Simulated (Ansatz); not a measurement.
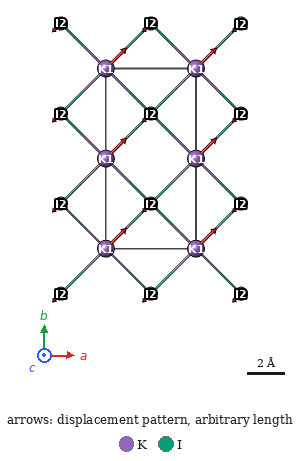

Lattice vibrations of a free-standing layer of KI (a generated structure), space group Cmmm (No. 65), at the zone centre. The optical levels lie at 58, 112 (×2) cm⁻¹. One mode is drawn. The red arrows give the relative displacements of the atoms. Style: ball-and-stick. Shown: the 1 × 2 repeat of the cell, outlined in the plane, without the vacuum, along the c axis.

The calculation used Ansatz 0.2.0, DFT PBE, scalar-relativistic, plane waves, PAW. (plane-wave cutoff 420 eV; k-point mesh 6 × 6 × 1; occupations fixed; no spin polarisation)

Frequencies are those without the non-analytic (LO–TO) term.

Question: Which of these frequencies is the drawn mode's?

Answer: The level at 112 cm⁻¹. This is a doubly degenerate mode (one member of the set is drawn), the highest optical level. The K sublattice moves against the I sublattice, along [2 1 0] of the drawn cell; it stretches the shortest I–K bonds (3.46 Å); the kinetic energy is shared as K 76 %, I 24 %.
